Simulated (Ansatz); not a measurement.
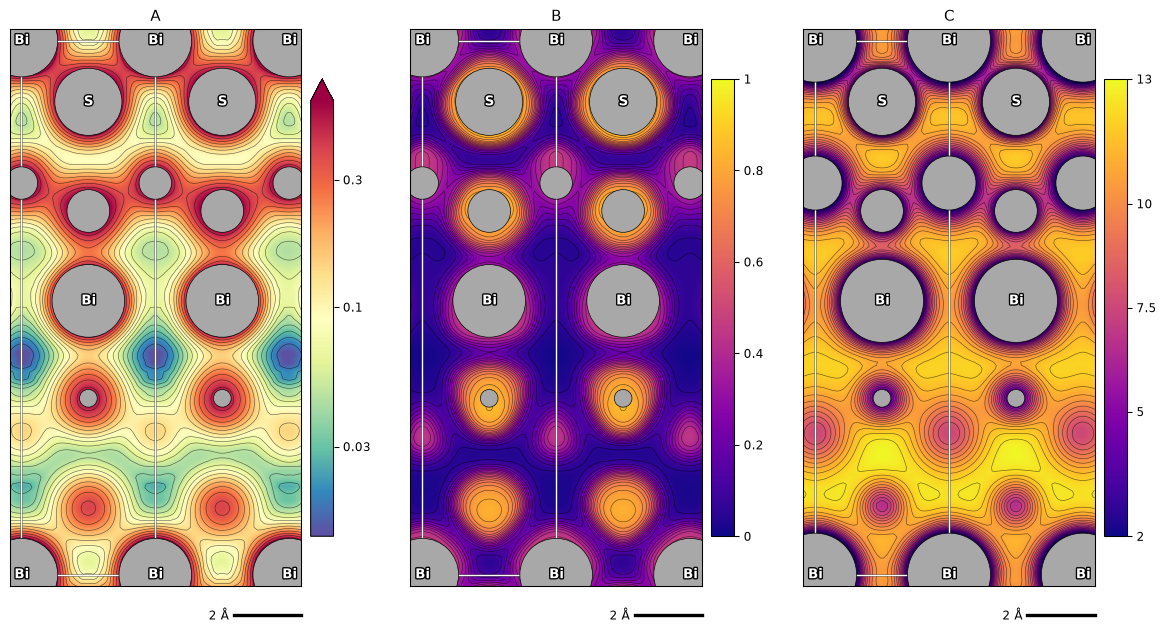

Bi₂S₃: 3 fields on the (101̄) plane of the conventional cell, with unlabelled colour scales. Grey discs cover the atomic cores.

Space group Pnma.

The calculation used DFT, r2SCAN, plane-wave PAW, default files, scalar-relativistic (Ansatz).

Q: Match the panels to the quantities (electron localisation function, electrostatic potential energy of an electron and valence pseudo-density).

A: Panel A: valence pseudo-density. Panel B: electron localisation function. Panel C: electrostatic potential energy of an electron (low next to the atoms, rising into the space between them). From the grid: Bi–S (2.70 Å): the density is about 0.39 e/Å³ at the midpoint; the ELF peaks at about 0.85 in the valence shell of S, 0.8 Å from its nucleus, and drops to about 0.30 between the two atoms.
